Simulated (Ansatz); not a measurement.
The cell of MoSe2 in space group P6_3/mmc. Origin of the cell: the end point of a relaxation with DFT PBE, scalar-relativistic, plane waves, PAW in Ansatz 0.2.0.

```yaml
crystal:
  lattice:
    - [3.32093, 0.00000, 0.00000]
    - [-1.66046, 2.87601, 0.00000]
    - [0.00000, 0.00000, 14.82696]
  atoms:
    - { symbol: Mo, position: [0.66667, 0.33333, 0.75000] }
    - { symbol: Mo, position: [0.33333, 0.66667, 0.25000] }
    - { symbol: Se, position: [0.33333, 0.66667, 0.86255] }
    - { symbol: Se, position: [0.66667, 0.33333, 0.36255] }
    - { symbol: Se, position: [0.33333, 0.66667, 0.63745] }
    - { symbol: Se, position: [0.66667, 0.33333, 0.13745] }
```

At each point the valence sum V of a Li+ ion is computed from the anions within 5 Å (s = exp((R0 − d)/b), R0 fitted to published crystal structures with b = 0.37 Å; R0: Li+–Se 2.032 Å). Points too close to the other cations are excluded (2.1 Å from Mo). Li+ is a guest here, not part of the formula. This is an empirical screen for pathways, not an energy calculation.

**Along which directions could Li+ move by this screen?**

From a mismatch of about 0.15 v.u. the regions form a two-dimensional network in layers parallel to (001). No third dimension opens below 0.7 v.u. These are grid estimates, good to about 0.1 v.u.

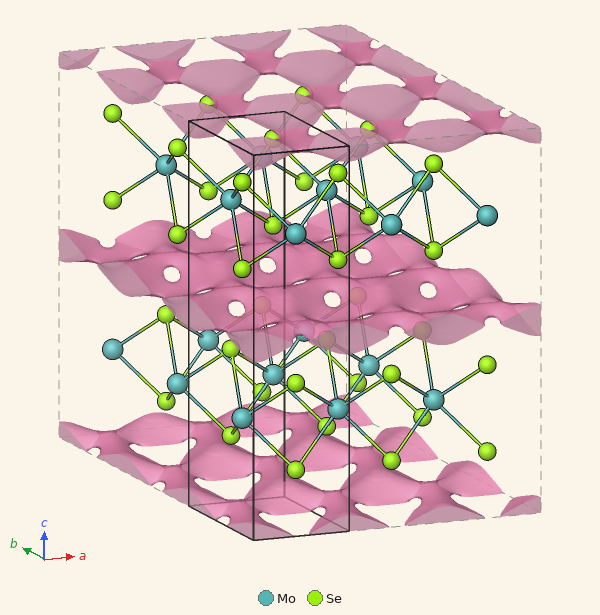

Bond-valence mismatch map for Li+ in MoSe$_{2}$ (P6_3/mmc, No. 194): the pink surface encloses the points where |V − 1| < 0.25 v.u. (3×3×1 cells, view from a free direction). Pale faces close the region where the drawn box cuts it. At this level they form a two-dimensional network in layers parallel to (001).
